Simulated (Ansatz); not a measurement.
**Energy of Pb along a strain of the cell**

System: Pb (2 atoms in the cell).
Method: DFT r2SCAN, scalar-relativistic, plane waves, PAW, no spin polarisation (Ansatz 0.2.0).

The 5 runs differ only in the geometry, by a strain of the cell at fixed fractional positions. Against run 3, the strain is εzz = η. The structure derives from an entry of the Crystallography Open Database.

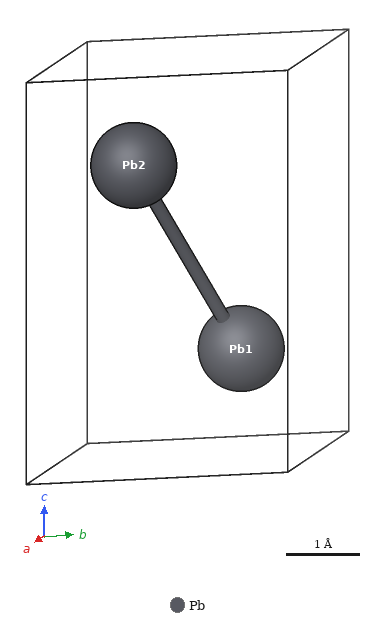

Figure 1. The structure of run 3 (ball-and-stick view of the cell of the calculation, seen slightly off an axis; atoms are numbered from 1 in the order of the input). An atom can appear more than once, as a periodic image.

### Input of run 3
```yaml
crystal:
  lattice:
    - [3.7584007458, 0.0, 0.0]
    - [-1.8792003729, 3.2548705235, 0.0]
    - [0.0, 0.0, 5.59]
  atoms:
    - { symbol: Pb, position: [0.3333333333, 0.6666666667, 0.25] }
    - { symbol: Pb, position: [0.6666666667, 0.3333333333, 0.75] }
basis:
  ecutwfc: 500
kpoints:
  mp_grid: { grid: [18, 18, 10] }
hamiltonian:
  xc: r2scan
scf:
  occupations: { method: gaussian, width: 0.15 }
output:
  forces: true
  stress: true
  eigenvalues: true
```

Command:
```bash
ansatz run input.yaml --threads 1 --pin off --max-ram 2560MiB --backend cpu --events-out ev --progress --plain --runs-dir out
```

Lattice vectors (Å) and fractional positions of run 3:
```
   3.758401    0.000000    0.000000
  -1.879200    3.254871    0.000000
   0.000000    0.000000    5.590000
Pb  0.333333  0.666667  0.250000
Pb  0.666667  0.333333  0.750000
```

Run 2 differs from it as follows:
```diff
-    - [0.0, 0.0, 5.59]
+    - [0.0, 0.0, 5.3664]
```

### Results, with one run withheld

```tsv
run	strain parameter η (%)	free energy per atom, from the lowest run given (meV)	pressure (GPa)
1	−8.0000	5.69	0.46
2	−4.0000	?	?
3	0.0000	0.00	−3.13
4	4.0000	21.04	−4.21
5	8.0000	54.14	−5.05
```

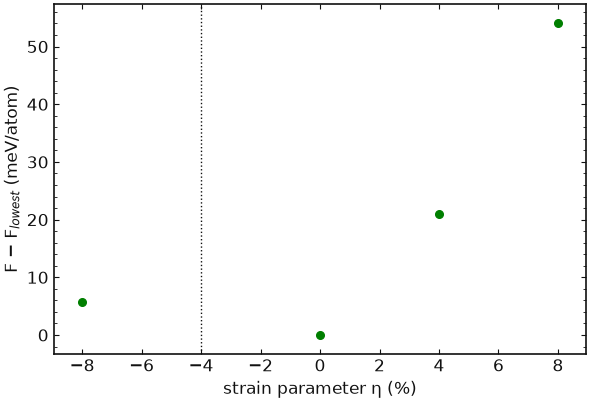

Figure 2. Free energy per atom of the runs given; the dotted line marks run 2.

What should run 2 give?

A quadratic polynomial in the coordinate, fitted to the 4 runs given, misses them by at most 0.84 meV per atom. With x = η − 1.0000, it reads F = 4.1458 + 3.9728 x + 0.45919 x² (meV per atom). At run 2 it gives −4.24 meV per atom, and the run itself gives −6.76. The fit has its minimum at η = −3.3259 %. The fit misses that run by 2.52 meV per atom.

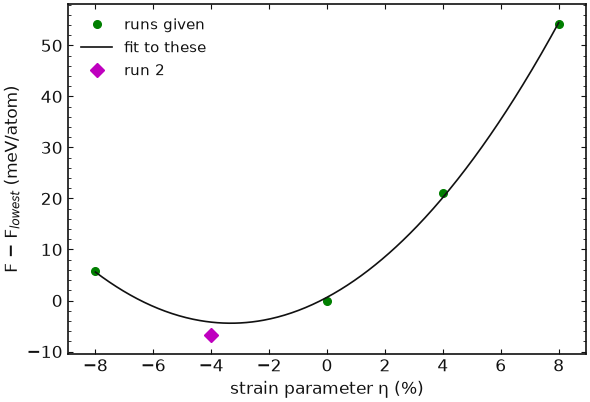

Figure 3. The fit and the withheld run.

### Output, shortened to warnings, some set-up lines, iterations and results (run 2)
```
Basis set: ecut = 500 eV, 1651 PW (Γ), exchange–correlation on 120×120×160 points (64 copies of the dense FFT grid, shifted against one another)
Symmetry: 24 space group operations
k-points: 222 of 3240
Initial density: superposition of atomic densities (neutral atoms: chi_scale 0, normalization atom), corrected by the library's trained network
[...]
SCF iter   1: F=—  HF=-23841.587264 eV  |F-HF|=—  |Δ(HF+E_count)|=         —  Δρ=6.88e-3  dr2=2.14e-2  dr2_τ=1.08e-3  ethr=1.77e-3  ⟨swp⟩=5.5  Hψ=19149  notcnv=0
SCF iter   2: F=—  HF=-23841.584227 eV  |F-HF|=—  |Δ(HF+E_count)|=   3.04e-3  Δρ=3.13e-3  dr2=4.80e-3  dr2_τ=1.28e-4  ethr=7.64e-5  ⟨swp⟩=3.0  Hψ=9250  notcnv=0
SCF iter   3: F=—  HF=-23841.583544 eV  |F-HF|=—  |Δ(HF+E_count)|=   6.83e-4  Δρ=5.51e-4  dr2=3.27e-4  dr2_τ=3.39e-6  ethr=1.71e-5  ⟨swp⟩=2.0  Hψ=6988  notcnv=0
SCF iter   4: F=—  HF=-23841.583757 eV  |F-HF|=—  |Δ(HF+E_count)|=   2.13e-4  Δρ=2.82e-4  dr2=5.05e-5  dr2_τ=7.14e-7  ethr=1.17e-6  ⟨swp⟩=2.0  Hψ=7055  notcnv=0
SCF iter   5: F=—  HF=-23841.583790 eV  |F-HF|=—  |Δ(HF+E_count)|=   3.27e-5  Δρ=9.43e-5  dr2=4.68e-6  dr2_τ=2.40e-7  ethr=1.80e-7  ⟨swp⟩=2.8  Hψ=7148  notcnv=0
SCF iter   6: F=-23841.583792 eV  HF=-23841.583792 eV  |F-HF|=1.89e-7  |Δ(HF+E_count)|=   2.23e-6  Δρ=1.06e-5  dr2=7.48e-8  dr2_τ=5.87e-10  ethr=3.57e-10  ⟨swp⟩=6.2  Hψ=23162 …
SCF 1 converged in 6 iterations: F = -23841.583792 eV  dr2 = 7.48e-8
SCF converged after 6 iterations
Free energy (F): -23841.583792 eV
Harris-Foulkes:  -23841.583792 eV  (|F-HF|=1.89e-7)
Internal energy: -23841.568515 eV  (E = F + TS)
E sigma→0 (E₀):  -23841.576153 eV
Entropy (-TS):   -0.015277 eV (-7.639 meV/atom)
Fermi energy:    9.766044 eV
--- Per-component energies (eV) ---
  E_band       = -121.184339
  E_kinetic    = 575.368821
  E_local      = -2150.363671  (includes V_loc(G=0)·N_el)
  E_nonlocal   = 700.691380
  E_hartree    = 853.891876
  E_xc         = -415.109290
  E_vxc        = -288.784043  (∫ρ·V_xc dr)
  E_paw        = -20867.723587  (= ΣΔE_a)
  E_vpaw       = -687.368521  (= ΣTr[D̂ρ^β])
  E_aug_tail   = 0.000039  (compensation charges beyond the density's cutoff)
  E_vtau       = 21.488668  (kinetic-family band-sum trace: ∫τ·v_τ [+ j·A + Jᵃ·Aᵃ] dr)
  E_ewald      = -2540.255089
  E_core_change = 1.931005  (= ΣΔE_core)
  E_smearing   = -0.015277  (= −TS)
  E_closure    = 0.000000  (closes the sum)
  Σ components = -23841.583792   (vs F -23841.583792, Δ=0.00e0)
--- Forces (eV/Å), atoms counted from 1 ---
  atom   1  Pb    -0.00000000    -0.00000000     0.00000000
  atom   2  Pb     0.00000000     0.00000000     0.00000000
  max |Σ_I F_I| component: 4.63e-18 eV/Å
--- Stress (GPa, compression-positive) ---
       -2.546008       0.000000       0.000000
        0.000000      -2.546008       0.000000
        0.000000       0.000000       0.264973
  P = ⅓ Tr σ = -1.6090 GPa (-16.090 kbar)
```

Notes: Spin–orbit coupling is left out, which matters for Pb.
